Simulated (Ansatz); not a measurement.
Run report: SrTiO3, geometry relaxation (part 1 of 3)

The run: geometry relaxation of SrTiO3 (P1, 35 atoms in the cell). Method and program: DFT PBEsol, scalar-relativistic, plane waves, PAW, no spin polarisation (Ansatz 0.2.0).

The structure derives from a Materials Project entry. It belongs to a series of runs on one base structure; here: the perfect supercell shaken and relaxed.

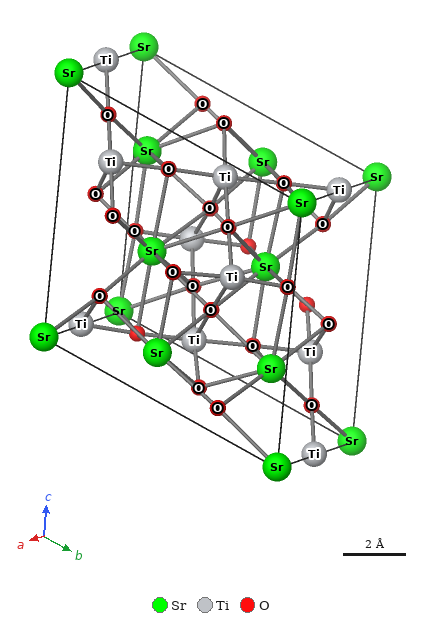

**Figure 1.** The input geometry (ball-and-stick view of the cell of the calculation, seen slightly off an axis). An atom can appear more than once, as a periodic image.

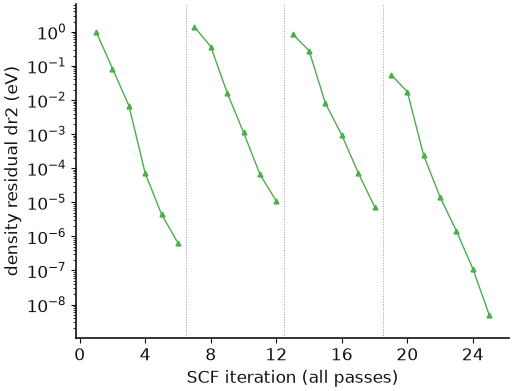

**Figure 2.** Convergence of the self-consistent field: density residual dr2 against the SCF iteration. The dotted lines part the SCF passes of the relaxation: geometry steps, rejected trials and re-solves on a re-selected basis. The passes take 6, 6, 6 and 7 iterations.

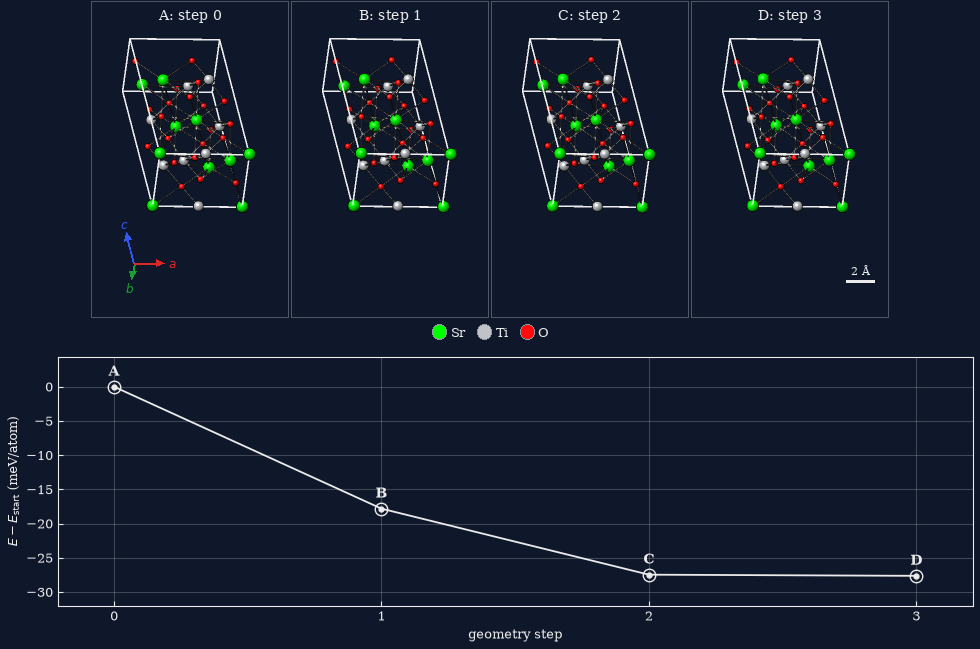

**Figure 3.** Frames of the relaxation (ball-and-stick view of the cell of the calculation, seen at an oblique angle) above the curves, on which the letters mark them (the first geometry is step 0 here and step 1 in the log).

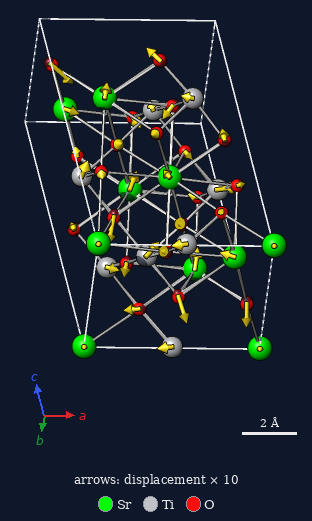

**Figure 4.** Start (faint) and end (solid) with the displacements as yellow arrows, magnified 10 times (ball-and-stick view of the cell of the calculation, seen at an oblique angle). The largest move is that of O24, 0.14 Å. Largest moves by element: O 0.14 Å, Ti 0.12 Å, Sr 0.10 Å. The cell doesn't change. Distances before and after: Ti11–O16 2.056 → 1.904 Å, Sr4–O34 2.659 → 2.808 Å, Sr4–O35 2.836 → 2.697 Å, Sr1–O24 2.624 → 2.752 Å. Among the angles that change: O16–Ti9–O24 95.7° → 87.3°, O17–Ti10–O24 97.4° → 89.9°, Sr3–O15–Ti8 94.6° → 87.4°. The space group (tolerance 0.01 Å) goes from P1 (No. 1) to R3m (No. 160). After 3 geometry steps the energy has fallen by 27.6 meV per atom. Largest force component: 2.2 eV/Å at the start, 0.0062 eV/Å at the end. (Atoms are counted from 1 in the order of the input.)

These pictures come from the run below.

## Input
```yaml
crystal:
  lattice:
    - [-3.8911418682, 3.8911418682, -3.8911418682]
    - [7.7822837364, 3.8911418682, 0.0]
    - [0.0, -7.7822837364, -3.8911418682]
  atoms:
    - { symbol: Sr, position: [0.8700040206, 0.4286074714, 0.144493222] }
    - { symbol: Sr, position: [0.1365764966, 0.567939781, 0.8621518501] }
    - { symbol: Sr, position: [0.5769739299, 0.281391735, 0.4267540087] }
    - { symbol: Sr, position: [0.4219394758, 0.7042109771, 0.5614074083] }
    - { symbol: Sr, position: [0.7109034202, 0.8519398699, 0.2764611055] }
    - { symbol: Sr, position: [0.0037699169, 9.18737e-05, 0.0055741238] }
    - { symbol: Sr, position: [0.2832177103, 0.136170736, 0.7071461003] }
    - { symbol: Ti, position: [0.069681495, 0.2888888511, 0.4270477606] }
    - { symbol: Ti, position: [0.3482893825, 0.419065086, 0.1362254238] }
    - { symbol: Ti, position: [0.7981654296, 0.1443835244, 0.7188461543] }
    - { symbol: Ti, position: [0.6476769824, 0.571670666, 0.8573366346] }
    - { symbol: Ti, position: [0.9194298284, 0.718723324, 0.5772584679] }
    - { symbol: Ti, position: [0.2106342141, 0.8562056572, 0.2921906477] }
    - { symbol: Ti, position: [0.5156673502, 0.0021264808, 0.007383544] }
    - { symbol: O, position: [0.2207260233, 0.3578245139, 0.2972718476] }
    - { symbol: O, position: [0.4977743189, 0.5018523281, 0.0116252299] }
    - { symbol: O, position: [0.925881902, 0.21104529, 0.5610668107] }
    - { symbol: O, position: [0.780314549, 0.643451673, 0.7160573896] }
    - { symbol: O, position: [0.070189444, 0.783655129, 0.4210365066] }
    - { symbol: O, position: [0.3667635869, 0.9294846439, 0.1414787359] }
    - { symbol: O, position: [0.6481041746, 0.0719018811, 0.8479684064] }
    - { symbol: O, position: [0.3547380106, 0.4367627394, 0.6433290147] }
    - { symbol: O, position: [0.6436171678, 0.5649568315, 0.3505128439] }
    - { symbol: O, position: [0.0573083105, 0.2767655629, 0.931389236] }
    - { symbol: O, position: [0.9322138024, 0.7151084226, 0.0813541338] }
    - { symbol: O, position: [0.2139347377, 0.8598237399, 0.7783619642] }
    - { symbol: O, position: [0.5039962343, 0.0077282328, 0.5020068256] }
    - { symbol: O, position: [0.7866215939, 0.1472952989, 0.2116707558] }
    - { symbol: O, position: [0.1433269418, 0.0770840895, 0.3605398872] }
    - { symbol: O, position: [0.4304535462, 0.2086883513, 0.0653813833] }
    - { symbol: O, position: [0.8633917391, 0.9325738838, 0.6400885305] }
    - { symbol: O, position: [0.7230526901, 0.3598391727, 0.7911940688] }
    - { symbol: O, position: [-0.0077504752, 0.4983843753, 0.4950036344] }
    - { symbol: O, position: [0.2888420527, 0.6429445791, 0.2188973163] }
    - { symbol: O, position: [0.567390007, 0.7899755451, 0.9333234922] }
basis:
  ecutwfc: 420
  xc_grid: 2
kpoints:
  mp_grid: { grid: [3, 3, 3], shift: [0.0, 0.0, 0.0] }
hamiltonian:
  xc: pbesol
scf:
  occupations: { method: gaussian, width: 0.02 }
output:
  forces: true
  stress: false
  eigenvalues: true
relax:
  adjacent_minimum: "off"
  f_tol: 0.03
  max_steps: 25
```

Launch command:
```bash
ansatz run input.yaml --threads 8 --pin off --max-ram 16384MiB --backend cpu --events-out ev --progress --plain --runs-dir out
```

## What the program printed
```
Engine: ansatz 0.2.0, x86_64-unknown-linux-gnu
Pseudopotentials: kind: paw
Pseudopotential: Sr, paw, valence charge 10, recommended cutoff 420 eV (normal), Sr.paw.azcp
Pseudopotential: Ti, paw, valence charge 12, recommended cutoff 420 eV (normal), Ti.paw.azcp
Pseudopotential: O, paw, valence charge 6, recommended cutoff 420 eV (normal), O.paw.azcp
Functional definition: PBEsol
  exchange = pbesol_x
  correlation = pbesol_c
Crystal: 35 atoms, lattice volume = 412.410 Å³
Basis set: ecut = 420 eV, 8083 PW (Γ), exchange–correlation on 96×120×120 points (8 copies of the dense FFT grid, shifted against one another)
Bands: 175, of which v1, the nominal top of the filled ones, is band 140 counted from 1 (139 counted from 0)
Symmetry: 1 space group operations
Space group: P1 (ITA 1), of the structure as read, at distance tolerance 7.4e-5 Å
k-points: 14 of 27 (time reversal used)
Non-local potential: Sr, projectors of the file, l = 0: 3, l = 1: 2, l = 2: 2
Non-local potential: Ti, projectors of the file, l = 0: 3, l = 1: 2, l = 2: 3, l = 3: 1
Non-local potential: O, projectors of the file, l = 0: 2, l = 1: 2, l = 2: 1
PAW form: soft (Blöchl's): semilocal exchange-correlation on the pseudo side does not see the compensation charge
PAW frozen core: Sr, regenerated for the run's functional, and the local potential with it (the file was generated under x = pbe(κ = 0.804, μ = 0.2195149727645171), c = pbe(β = 0.06672455060314922))
PAW frozen core: Ti, regenerated for the run's functional, and the local potential with it (the file was generated under x = pbe(κ = 0.804, μ = 0.2195149727645171), c = pbe(β = 0.06672455060314922))
PAW frozen core: O, regenerated for the run's functional, and the local potential with it (the file was generated under x = pbe(κ = 0.804, μ = 0.2195149727645171), c = pbe(β = 0.06672455060314922))
PAW one-centre angular grid: Sr, 110 points (default); XC on 64 Gauss nodes
PAW one-centre angular grid: Ti, 590 points (default); XC on 64 Gauss nodes
PAW one-centre angular grid: O, 110 points (default); XC on 64 Gauss nodes
Initial density: superposition of atomic densities (neutral atoms: chi_scale 0, normalization atom), corrected by the library's trained network
Initial wavefunctions: pseudopotential atomic-orbital guess
Functional: x = pbesol(κ = 0.804, μ = 0.12345679012345678), c = pbesol(β = 0.046)
SCF iter   1: F=—  HF=-53599.963662 eV  |F-HF|=—  |Δ(HF+E_count)|=         —  Δρ=1.69e-2  dr2=1.00e0  ethr=1.77e-3  ⟨swp⟩=7.0  Hψ=10989  notcnv=0  defer=92
preconditioner: auto → Resta (q_TF=auto, 2.558 Å⁻¹)  ε∞=5.7  [insulator: Δε(μ)=1.713 eV  Ē_g=12.162 eV  σ=0.020 eV  W_gap=1.00  n_scr=108 (ndim 8)  ℏωp=26.5 eV  f_vac=0.000  D(μ)=0.00/eV (n_scr^D=0)  ε∞_Penn≈5.7]
SCF iter   2: F=—  HF=-53599.754658 eV  |F-HF|=—  |Δ(HF+E_count)|=   2.09e-1  Δρ=4.23e-3  dr2=8.34e-2  ethr=3.57e-4  ⟨swp⟩=2.0  Hψ=3797  notcnv=0  defer=403
SCF iter   3: F=—  HF=-53599.741598 eV  |F-HF|=—  |Δ(HF+E_count)|=   1.31e-2  Δρ=1.28e-3  dr2=6.87e-3  ethr=2.98e-5  ⟨swp⟩=2.0  Hψ=3016  notcnv=0  defer=403
SCF iter   4: F=—  HF=-53599.739866 eV  |F-HF|=—  |Δ(HF+E_count)|=   1.73e-3  Δρ=1.43e-4  dr2=7.02e-5  ethr=2.46e-6  ⟨swp⟩=2.0  Hψ=2792  notcnv=0  defer=403
iter 5 did not close the SCF: its close was put off for the readings that it lacked (scf_convergence_deferred on its scf_iter line)
SCF iter   5: F=-53599.739888 eV  HF=-53599.739886 eV  |F-HF|=1.40e-6  |Δ(HF+E_count)|=   2.09e-5  Δρ=3.61e-5  dr2=4.39e-6  ethr=2.51e-8  ⟨swp⟩=2.0  Hψ=3517  notcnv=0  defer=403
SCF iter   6: F=-53599.739889 eV  HF=-53599.739889 eV  |F-HF|=3.01e-7  |Δ(HF+E_count)|=   2.89e-6  Δρ=1.20e-5  dr2=6.35e-7  ethr=1.57e-9  ⟨swp⟩=12.5  Hψ=14710  notcnv=0
SCF 1 converged in 6 iterations: F = -53599.739889 eV  dr2 = 6.35e-7
  greatest PAW one-centre occupation: 0.999 electrons in one spin orbital (limit 2), on the Ti atom at site 9 (counted from 0), in its partial waves of l = 0
relax step   1: F+E_penalty+E_count = -53599.73988908 eV  Δ(F+E_penalty+E_count) = +0.000e0 eV  max|allowed force component| = 2.216e0 eV/Å  Δτ_max = 0.0000 Å  (6 SCF iters, dr2 threshold 2.25e-5 eV, accepted)
Initial density: handed on by an earlier stage of this run
Initial wavefunctions: those handed on with the density
iter 1 solved again at ethr=4.97e-4 eV; its pass at ethr=3.10e-3 eV (dr2=1.39e0 eV) is discarded
SCF iter   1: F=—  HF=-53600.738231 eV  |F-HF|=—  |Δ(HF+E_count)|=         —  Δρ=1.38e-2  dr2=1.39e0  ethr=4.97e-4  ⟨swp⟩=1.1  Hψ=8999  notcnv=0  defer=408
preconditioner: auto → Resta (q_TF=auto, 2.558 Å⁻¹)  ε∞=5.7  [insulator: Δε(μ)=1.902 eV  Ē_g=12.275 eV  σ=0.020 eV  W_gap=1.00  n_scr=108 (ndim 8)  ℏωp=26.5 eV  f_vac=0.000  D(μ)=0.00/eV (n_scr^D=0)  ε∞_Penn≈5.7]
SCF iter   2: F=—  HF=-53600.469859 eV  |F-HF|=—  |Δ(HF+E_count)|=   2.68e-1  Δρ=6.29e-3  dr2=3.69e-1  ethr=4.96e-4  ⟨swp⟩=2.5  Hψ=3209  notcnv=0  defer=408
SCF iter   3: F=—  HF=-53600.367133 eV  |F-HF|=—  |Δ(HF+E_count)|=   1.03e-1  Δρ=1.41e-3  dr2=1.64e-2  ethr=1.32e-4  ⟨swp⟩=3.1  Hψ=3376  notcnv=0  defer=408
SCF iter   4: F=—  HF=-53600.363300 eV  |F-HF|=—  |Δ(HF+E_count)|=   3.83e-3  Δρ=5.07e-4  dr2=1.12e-3  ethr=5.85e-6  ⟨swp⟩=2.6  Hψ=4002  notcnv=0  defer=408
SCF iter   5: F=—  HF=-53600.363279 eV  |F-HF|=—  |Δ(HF+E_count)|=   2.05e-5  Δρ=1.25e-4  dr2=6.67e-5  ethr=4.00e-7  ⟨swp⟩=2.0  Hψ=3211  notcnv=0  defer=408
SCF iter   6: F=-53600.363289 eV  HF=-53600.363295 eV  |F-HF|=5.74e-6  |Δ(HF+E_count)|=   1.57e-5  Δρ=6.07e-5  dr2=1.08e-5  ethr=2.38e-8  ⟨swp⟩=14.4  Hψ=12835  notcnv=0
SCF 2 converged in 6 iterations: F = -53600.363289 eV  dr2 = 1.08e-5
  greatest PAW one-centre occupation: 0.999 electrons in one spin orbital (limit 2), on the Ti atom at site 7 (counted from 0), in its partial waves of l = 0
relax step   2: F+E_penalty+E_count = -53600.36328897 eV  Δ(F+E_penalty+E_count) = -6.234e-1 eV  max|allowed force component| = 9.239e-1 eV/Å  Δτ_max = 0.1951 Å  (6 SCF iters, dr2 threshold 1.00e-4 eV, accepted)
SCF iter   1: F=—  HF=-53600.931291 eV  |F-HF|=—  |Δ(HF+E_count)|=         —  Δρ=1.01e-2  dr2=8.62e-1  ethr=3.00e-3  ⟨swp⟩=5.0  Hψ=4929  notcnv=0  defer=390
preconditioner: auto → Resta (q_TF=auto, 2.558 Å⁻¹)  ε∞=5.7  [insulator: Δε(μ)=1.907 eV  Ē_g=12.255 eV  σ=0.020 eV  W_gap=1.00  n_scr=108 (ndim 8)  ℏωp=26.5 eV  f_vac=0.000  D(μ)=0.00/eV (n_scr^D=0)  ε∞_Penn≈5.7]
SCF iter   2: F=—  HF=-53600.781429 eV  |F-HF|=—  |Δ(HF+E_count)|=   1.50e-1  Δρ=5.24e-3  dr2=2.80e-1  ethr=3.08e-4  ⟨swp⟩=2.0  Hψ=2906  notcnv=0  defer=412
SCF iter   3: F=—  HF=-53600.703099 eV  |F-HF|=—  |Δ(HF+E_count)|=   7.83e-2  Δρ=1.19e-3  dr2=8.01e-3  ethr=1.00e-4  ⟨swp⟩=3.1  Hψ=3386  notcnv=0  defer=412
SCF iter   4: F=—  HF=-53600.700997 eV  |F-HF|=—  |Δ(HF+E_count)|=   2.10e-3  Δρ=4.47e-4  dr2=9.33e-4  ethr=2.86e-6  ⟨swp⟩=2.0  Hψ=3922  notcnv=0  defer=412
SCF iter   5: F=—  HF=-53600.700927 eV  |F-HF|=—  |Δ(HF+E_count)|=   6.99e-5  Δρ=1.42e-4  dr2=7.39e-5  ethr=3.33e-7  ⟨swp⟩=2.0  Hψ=3172  notcnv=0  defer=412
SCF iter   6: F=-53600.700928 eV  HF=-53600.700929 eV  |F-HF|=1.09e-6  |Δ(HF+E_count)|=   1.76e-6  Δρ=4.74e-5  dr2=7.40e-6  ethr=1.91e-8  ⟨swp⟩=14.1  Hψ=12565  notcnv=0
SCF 3 converged in 6 iterations: F = -53600.700928 eV  dr2 = 7.40e-6
  greatest PAW one-centre occupation: 0.999 electrons in one spin orbital (limit 2), on the Ti atom at site 11 (counted from 0), in its partial waves of l = 0
relax step   3: F+E_penalty+E_count = -53600.70092759 eV  Δ(F+E_penalty+E_count) = -3.376e-1 eV  max|allowed force component| = 5.291e-2 eV/Å  Δτ_max = 0.1285 Å  (6 SCF iters, dr2 threshold 5.34e-5 eV, accepted)
```
